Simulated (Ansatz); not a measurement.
## Geometry relaxation, with input and output: Cu₁₀N (part 1 of 3)

The run: geometry relaxation of Cu₁₀N (slab, 11 atoms in the cell). Method and program: DFT LDA, scalar-relativistic, plane waves, PAW, no spin polarisation (Ansatz 0.2.0).

The structure derives from an entry of the Crystallography Open Database. The input holds or restrains some coordinates. Figures and captions count atoms from 1; the log counts them from 0 in places.

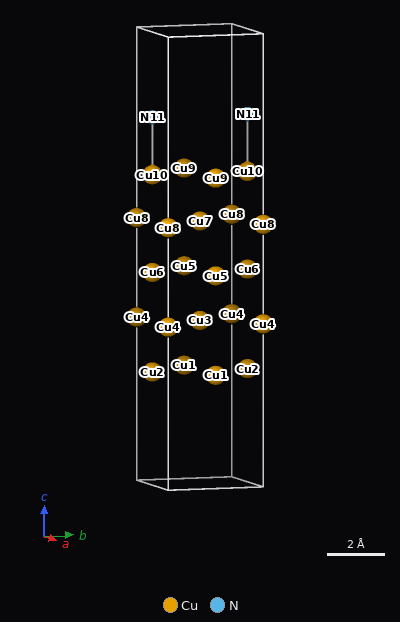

Fig. 1: The starting structure (ball-and-stick view of the cell of the calculation, with the vacuum cut short, seen slightly off an axis; atoms are numbered from 1 in the order of the input).

Input file:
```yaml
crystal:
  lattice:
    - [3.518637985, 0.0, 0.0]
    - [0.0, 3.518637985, 0.0]
    - [0.0, 0.0, 26.03727597]
  atoms:
    - { symbol: Cu, position: [0.0, 0.5, 0.3264550412] }
    - { symbol: Cu, position: [0.5, 0.0, 0.3264550412] }
    - { symbol: Cu, position: [0.5, 0.5, 0.3940242828] }
    - { symbol: Cu, position: [0.0, 0.0, 0.3940242828] }
    - { symbol: Cu, position: [0.0, 0.5, 0.4613954451] }
    - { symbol: Cu, position: [0.5, 0.0, 0.4613954451] }
    - { symbol: Cu, position: [0.5, 0.5, 0.5289327927] }
    - { symbol: Cu, position: [0.0, 0.0, 0.5289327927] }
    - { symbol: Cu, position: [0.0, 0.5, 0.5938786001] }
    - { symbol: Cu, position: [0.5, 0.0, 0.5938786001] }
    - { symbol: "N", position: [0.5, 0.0, 0.67222781] }
basis:
  ecutwfc: 420
kpoints:
  mp_grid: { grid: [8, 8, 1] }
hamiltonian:
  xc: lda
scf:
  occupations: { method: gaussian, width: 0.1 }
output:
  forces: true
  eigenvalues: true
  write_density: true
  write_potential: true
  elf: true
  volumetric_format: npy
relax:
  adjacent_minimum: "off"
  f_tol: 0.03
  max_steps: 70
  constraints: [{ sites: [0, 1, 2, 3] }]
efield:
  axis: 3
  dipole_correction: true
```

Launch command:
```bash
ansatz run input.yaml --threads 2 --pin off --max-ram 5120MiB --backend cpu --events-out ev --progress --plain --runs-dir out
```

What the program printed:
```
Engine: ansatz 0.2.0, x86_64-unknown-linux-gnu
Pseudopotentials: kind: paw
Pseudopotential: Cu, paw, valence charge 19, recommended cutoff 420 eV (normal), Cu.paw.azcp
Pseudopotential: N, paw, valence charge 5, recommended cutoff 420 eV (normal), N.paw.azcp
Functional definition: SPW92
  exchange = slater_x
  correlation = pw_c
Crystal: 11 atoms, lattice volume = 322.363 Å³
Basis set: ecut = 420 eV, 6283 PW (Γ)
Bands: 117, of which v1, the nominal top of the filled ones, is band 98 counted from 1 (97 counted from 0)
Symmetry: 8 space group operations
Space group: P4mm (ITA 99), of the structure as read, at distance tolerance 6.9e-5 Å
k-points: 15 of 64
Non-local potential: Cu, projectors of the file, l = 0: 3, l = 1: 2, l = 2: 3, l = 3: 1
Non-local potential: N, projectors of the file, l = 0: 2, l = 1: 2, l = 2: 1
PAW form: soft (Blöchl's): semilocal exchange-correlation on the pseudo side does not see the compensation charge
PAW frozen core: Cu, regenerated for the run's functional, and the local potential with it (the file was generated under x = pbe(κ = 0.804, μ = 0.2195149727645171), c = pbe(β = 0.06672455060314922))
PAW frozen core: N, regenerated for the run's functional, and the local potential with it (the file was generated under x = pbe(κ = 0.804, μ = 0.2195149727645171), c = pbe(β = 0.06672455060314922))
PAW one-centre angular grid: Cu, 590 points (default); XC on 64 Gauss nodes
PAW one-centre angular grid: N, 110 points (default); XC on 64 Gauss nodes
Initial density: superposition of atomic densities (neutral atoms: chi_scale 0, normalization atom), corrected by the library's trained network
Initial wavefunctions: pseudopotential atomic-orbital guess
Functional: x = slater, c = lda
SCF iter   1: F=—  HF=-65923.587153 eV  |F-HF|=—  |Δ(HF+E_count)|=         —  Δρ=3.69e-2  dr2=4.63e1  ethr=1.77e-3  p=-0.261 e·Å  D=-1.46e-1 V/Å  ΔV_dip=3.81 eV  dr2_dipole=2.27e1  V_vac-E_F(+/−)=7.96/4.15 eV  ⟨swp⟩=8.6  Hψ=8222  notcnv=0  defer=78
efield: sawtooth ramp at fractional position 0.9493 (placed from the atoms, in the widest stretch of the axis that holds none; the zero of the levels goes with the place), width 0.1000; the density the first Hamiltonian is built on has a dipole p = -0.261 e·Å; the dipole correction subtracts the counter field D = -1.46e-1 V/Å, which shifts the + side's vacuum level by +3.81 eV against the − side's; the planar-averaged density in the ramp window peaks in size at 4.3e-5 e/Å³
preconditioner: auto → LDOS  [metal: Δε(μ)=0.019 eV  Ē_g=8.774 eV  σ=0.100 eV  W_gap=0.11  n_scr=80 (ndim 8)  ℏωp=22.2 eV  f_vac=0.581  D(μ)=6.37/eV (n_scr^D=34)  β→1.0]
SCF iter   2: F=—  HF=-65923.398046 eV  |F-HF|=—  |Δ(HF+E_count)|=   1.89e-1  Δρ=3.62e-2  dr2=3.83e0  ethr=1.77e-3  p=-0.183 e·Å  D=-1.03e-1 V/Å  ΔV_dip=2.68 eV  dr2_dipole=7.31e-1  V_vac-E_F(+/−)=7.85/5.18 eV  ⟨swp⟩=2.4  Hψ=2951  notcnv=0  defer=181
SCF iter   3: F=—  HF=-65922.873960 eV  |F-HF|=—  |Δ(HF+E_count)|=   5.24e-1  Δρ=1.10e-2  dr2=8.26e-1  ethr=1.77e-3  p=-0.191 e·Å  D=-1.07e-1 V/Å  ΔV_dip=2.79 eV  dr2_dipole=2.85e-1  V_vac-E_F(+/−)=7.83/5.03 eV  ⟨swp⟩=2.1  Hψ=2641  notcnv=0  defer=181
SCF iter   4: F=—  HF=-65922.836645 eV  |F-HF|=—  |Δ(HF+E_count)|=   3.73e-2  Δρ=3.82e-3  dr2=2.00e-1  ethr=4.23e-4  p=-0.196 e·Å  D=-1.10e-1 V/Å  ΔV_dip=2.87 eV  dr2_dipole=7.18e-2  V_vac-E_F(+/−)=7.86/4.99 eV  ⟨swp⟩=2.0  Hψ=2110  notcnv=0  defer=182
SCF iter   5: F=—  HF=-65922.832557 eV  |F-HF|=—  |Δ(HF+E_count)|=   4.09e-3  Δρ=2.77e-3  dr2=7.15e-2  ethr=1.02e-4  p=-0.198 e·Å  D=-1.11e-1 V/Å  ΔV_dip=2.90 eV  dr2_dipole=3.57e-3  V_vac-E_F(+/−)=7.88/4.99 eV  ⟨swp⟩=1.9  Hψ=2210  notcnv=0  defer=182
SCF iter   6: F=—  HF=-65922.831197 eV  |F-HF|=—  |Δ(HF+E_count)|=   1.36e-3  Δρ=1.18e-3  dr2=1.19e-2  ethr=3.67e-5  p=-0.200 e·Å  D=-1.12e-1 V/Å  ΔV_dip=2.92 eV  dr2_dipole=9.77e-4  V_vac-E_F(+/−)=7.90/4.98 eV  ⟨swp⟩=1.3  Hψ=1576  notcnv=0  defer=182
SCF iter   7: F=—  HF=-65922.830810 eV  |F-HF|=—  |Δ(HF+E_count)|=   3.87e-4  Δρ=5.60e-4  dr2=8.96e-4  ethr=6.11e-6  p=-0.201 e·Å  D=-1.13e-1 V/Å  ΔV_dip=2.94 eV  dr2_dipole=1.92e-4  V_vac-E_F(+/−)=7.92/4.98 eV  ⟨swp⟩=1.7  Hψ=2074  notcnv=0  defer=182
SCF iter   8: F=—  HF=-65922.831004 eV  |F-HF|=—  |Δ(HF+E_count)|=   1.94e-4  Δρ=2.69e-4  dr2=3.19e-4  ethr=4.60e-7  p=-0.201 e·Å  D=-1.13e-1 V/Å  ΔV_dip=2.94 eV  dr2_dipole=4.70e-5  V_vac-E_F(+/−)=7.93/4.98 eV  ⟨swp⟩=2.1  Hψ=2573  notcnv=0  defer=182
SCF iter   9: F=—  HF=-65922.831118 eV  |F-HF|=—  |Δ(HF+E_count)|=   1.13e-4  Δρ=3.03e-4  dr2=2.86e-4  ethr=1.64e-7  p=-0.202 e·Å  D=-1.13e-1 V/Å  ΔV_dip=2.95 eV  dr2_dipole=3.09e-5  V_vac-E_F(+/−)=7.93/4.98 eV  ⟨swp⟩=2.2  Hψ=2536  notcnv=0  defer=182
SCF iter  10: F=—  HF=-65922.831083 eV  |F-HF|=—  |Δ(HF+E_count)|=   3.44e-5  Δρ=9.73e-5  dr2=5.38e-5  ethr=1.46e-7  p=-0.202 e·Å  D=-1.13e-1 V/Å  ΔV_dip=2.95 eV  dr2_dipole=1.21e-6  V_vac-E_F(+/−)=7.93/4.98 eV  ⟨swp⟩=2.0  Hψ=2324  notcnv=0  defer=182
SCF iter  11: F=—  HF=-65922.831092 eV  |F-HF|=—  |Δ(HF+E_count)|=   8.69e-6  Δρ=7.51e-5  dr2=3.79e-5  ethr=1.15e-8  p=-0.202 e·Å  D=-1.13e-1 V/Å  ΔV_dip=2.95 eV  dr2_dipole=5.92e-6  V_vac-E_F(+/−)=7.93/4.98 eV  ⟨swp⟩=25.4  Hψ=21336  notcnv=0
SCF iter  12: F=-65922.831080 eV  HF=-65922.831094 eV  |F-HF|=1.42e-5  |Δ(HF+E_count)|=   2.40e-6  Δρ=6.40e-5  dr2=1.74e-5  ethr=1.15e-8  p=-0.202 e·Å  D=-1.13e-1 V/Å  ΔV_dip=2.95 eV  dr2_dipole=7.64e-7  V_vac-E_F(+/−)=7.93/4.98 eV  ⟨swp⟩=14.7  Hψ=15724  notcnv=0
SCF 1 converged in 12 iterations: F = -65922.831080 eV  dr2 = 1.74e-5
  greatest PAW one-centre occupation: 1.000 electrons in one spin orbital (limit 2), on the Cu atom at site 8 (counted from 0), in its partial waves of l = 0
relax step   1: F+E_penalty+E_count = -65922.83108016 eV  Δ(F+E_penalty+E_count) = +0.000e0 eV  max|allowed force component| = 3.462e0 eV/Å  Δτ_max = 0.0000 Å  (12 SCF iters, dr2 threshold 2.25e-5 eV, accepted)
Initial density: handed on by an earlier stage of this run
Initial wavefunctions: those handed on with the density
iter 1 solved again at ethr=2.57e-3 eV; its pass at ethr=3.10e-3 eV (dr2=5.02e0 eV) is discarded
SCF iter   1: F=—  HF=-65923.637573 eV  |F-HF|=—  |Δ(HF+E_count)|=         —  Δρ=2.11e-2  dr2=5.07e0  ethr=2.57e-3  p=-0.202 e·Å  D=-1.13e-1 V/Å  ΔV_dip=2.95 eV  dr2_dipole=1.69e0  V_vac-E_F(+/−)=8.00/5.05 eV  ⟨swp⟩=1.0  Hψ=5678  notcnv=0  defer=161
efield: sawtooth ramp at fractional position 0.9493 (handed on by an earlier solve), width 0.1000; the density the first Hamiltonian is built on has a dipole p = -0.202 e·Å; the dipole correction subtracts the counter field D = -1.13e-1 V/Å, which shifts the + side's vacuum level by +2.95 eV against the − side's; the planar-averaged density in the ramp window peaks in size at 1.7e-5 e/Å³
preconditioner: auto → LDOS  [metal: Δε(μ)=0.068 eV  Ē_g=8.876 eV  σ=0.100 eV  W_gap=0.37  n_scr=80 (ndim 8)  ℏωp=22.2 eV  f_vac=0.583  D(μ)=7.78/eV (n_scr^D=52)  β→1.0]
SCF iter   2: F=—  HF=-65923.514542 eV  |F-HF|=—  |Δ(HF+E_count)|=   1.23e-1  Δρ=7.72e-3  dr2=3.11e-1  ethr=2.57e-3  p=-0.206 e·Å  D=-1.15e-1 V/Å  ΔV_dip=3.01 eV  dr2_dipole=5.81e-2  V_vac-E_F(+/−)=7.94/4.94 eV  ⟨swp⟩=2.0  Hψ=1665  notcnv=0  defer=161
SCF iter   3: F=—  HF=-65923.523467 eV  |F-HF|=—  |Δ(HF+E_count)|=   8.93e-3  Δρ=6.97e-3  dr2=1.98e-1  ethr=1.59e-4  p=-0.200 e·Å  D=-1.12e-1 V/Å  ΔV_dip=2.92 eV  dr2_dipole=5.25e-3  V_vac-E_F(+/−)=7.87/4.95 eV  ⟨swp⟩=2.2  Hψ=2818  notcnv=0  defer=170
SCF iter   4: F=—  HF=-65923.512524 eV  |F-HF|=—  |Δ(HF+E_count)|=   1.09e-2  Δρ=4.03e-3  dr2=6.76e-2  ethr=1.01e-4  p=-0.197 e·Å  D=-1.11e-1 V/Å  ΔV_dip=2.88 eV  dr2_dipole=1.75e-3  V_vac-E_F(+/−)=7.85/4.97 eV  ⟨swp⟩=1.9  Hψ=1967  notcnv=0  defer=170
SCF iter   5: F=—  HF=-65923.514944 eV  |F-HF|=—  |Δ(HF+E_count)|=   2.42e-3  Δρ=3.85e-3  dr2=2.86e-2  ethr=3.47e-5  p=-0.198 e·Å  D=-1.11e-1 V/Å  ΔV_dip=2.90 eV  dr2_dipole=3.94e-7  V_vac-E_F(+/−)=7.84/4.94 eV  ⟨swp⟩=2.0  Hψ=2563  notcnv=0  defer=170
SCF iter   6: F=—  HF=-65923.509371 eV  |F-HF|=—  |Δ(HF+E_count)|=   5.57e-3  Δρ=8.91e-4  dr2=2.03e-3  ethr=1.47e-5  p=-0.196 e·Å  D=-1.10e-1 V/Å  ΔV_dip=2.87 eV  dr2_dipole=8.06e-5  V_vac-E_F(+/−)=7.83/4.96 eV  ⟨swp⟩=2.0  Hψ=2644  notcnv=0  defer=170
SCF iter   7: F=—  HF=-65923.509371 eV  |F-HF|=—  |Δ(HF+E_count)|=   9.15e-9  Δρ=2.58e-4  dr2=1.65e-4  ethr=1.04e-6  p=-0.197 e·Å  D=-1.10e-1 V/Å  ΔV_dip=2.87 eV  dr2_dipole=2.26e-5  V_vac-E_F(+/−)=7.83/4.96 eV  ⟨swp⟩=2.5  Hψ=2744  notcnv=0  defer=170
SCF iter   8: F=—  HF=-65923.509555 eV  |F-HF|=—  |Δ(HF+E_count)|=   1.84e-4  Δρ=1.46e-4  dr2=5.78e-5  ethr=8.47e-8  p=-0.197 e·Å  D=-1.11e-1 V/Å  ΔV_dip=2.88 eV  dr2_dipole=1.62e-6  V_vac-E_F(+/−)=7.84/4.96 eV  ⟨swp⟩=2.8  Hψ=2976  notcnv=0  defer=170
SCF iter   9: F=-65923.509607 eV  HF=-65923.509621 eV  |F-HF|=1.42e-5  |Δ(HF+E_count)|=   6.60e-5  Δρ=8.22e-5  dr2=2.42e-5  ethr=2.96e-8  p=-0.198 e·Å  D=-1.11e-1 V/Å  ΔV_dip=2.89 eV  dr2_dipole=3.76e-6  V_vac-E_F(+/−)=7.85/4.96 eV  ⟨swp⟩=23.5  Hψ=20743  notcnv=0
SCF 2 converged in 9 iterations: F = -65923.509607 eV  dr2 = 2.42e-5
relax step   2: F+E_penalty+E_count = -65923.50960689 eV  Δ(F+E_penalty+E_count) = -6.785e-1 eV  max|allowed force component| = 2.903e0 eV/Å  Δτ_max = 0.1938 Å  (9 SCF iters, dr2 threshold 1.00e-4 eV, accepted)
[... from here on the SCF iterations and repeated set-up lines of each step are left out, up to the last step ...]
SCF 3 converged in 12 iterations: F = -65923.743238 eV  dr2 = 1.45e-5
relax step   3: F+E_penalty+E_count = -65923.74323773 eV  Δ(F+E_penalty+E_count) = -2.336e-1 eV  max|allowed force component| = 3.324e0 eV/Å  Δτ_max = 0.1948 Å  (12 SCF iters, dr2 threshold 1.00e-4 eV, accepted)
SCF 4 converged in 12 iterations: F = -65923.984421 eV  dr2 = 1.00e-5
relax step   4: F+E_penalty+E_count = -65923.98442147 eV  Δ(F+E_penalty+E_count) = -2.412e-1 eV  max|allowed force component| = 3.770e-1 eV/Å  Δτ_max = 0.2000 Å  (12 SCF iters, dr2 threshold 1.00e-4 eV, accepted)
SCF 5 converged in 10 iterations: F = -65924.057359 eV  dr2 = 4.64e-6
relax step   5: F+E_penalty+E_count = -65924.05735927 eV  Δ(F+E_penalty+E_count) = -7.294e-2 eV  max|allowed force component| = 1.082e0 eV/Å  Δτ_max = 0.1959 Å  (10 SCF iters, dr2 threshold 8.88e-6 eV, accepted)
SCF 6 converged in 9 iterations: F = -65924.146885 eV  dr2 = 2.22e-5
relax step   6: F+E_penalty+E_count = -65924.14688462 eV  Δ(F+E_penalty+E_count) = -8.953e-2 eV  max|allowed force component| = 3.393e-1 eV/Å  Δτ_max = 0.1949 Å  (9 SCF iters, dr2 threshold 7.32e-5 eV, accepted)
SCF 7 converged in 9 iterations: F = -65924.185765 eV  dr2 = 8.81e-6
relax step   7: F+E_penalty+E_count = -65924.18576474 eV  Δ(F+E_penalty+E_count) = -3.888e-2 eV  max|allowed force component| = 1.220e-1 eV/Å  Δτ_max = 0.1951 Å  (9 SCF iters, dr2 threshold 1.13e-5 eV, accepted)
SCF 8 converged in 11 iterations: F = -65924.204745 eV  dr2 = 7.96e-7
relax step   8: F+E_penalty+E_count = -65924.20474486 eV  Δ(F+E_penalty+E_count) = -1.898e-2 eV  max|allowed force component| = 1.551e-1 eV/Å  Δτ_max = 0.1954 Å  (11 SCF iters, dr2 threshold 1.46e-6 eV, accepted)
SCF 9 converged in 7 iterations: F = -65924.207277 eV  dr2 = 1.44e-6
relax step   9: F+E_penalty+E_count = -65924.20727727 eV  Δ(F+E_penalty+E_count) = -2.532e-3 eV  max|allowed force component| = 5.241e-2 eV/Å  Δτ_max = 0.0521 Å  (7 SCF iters, dr2 threshold 3.11e-6 eV, accepted)
```
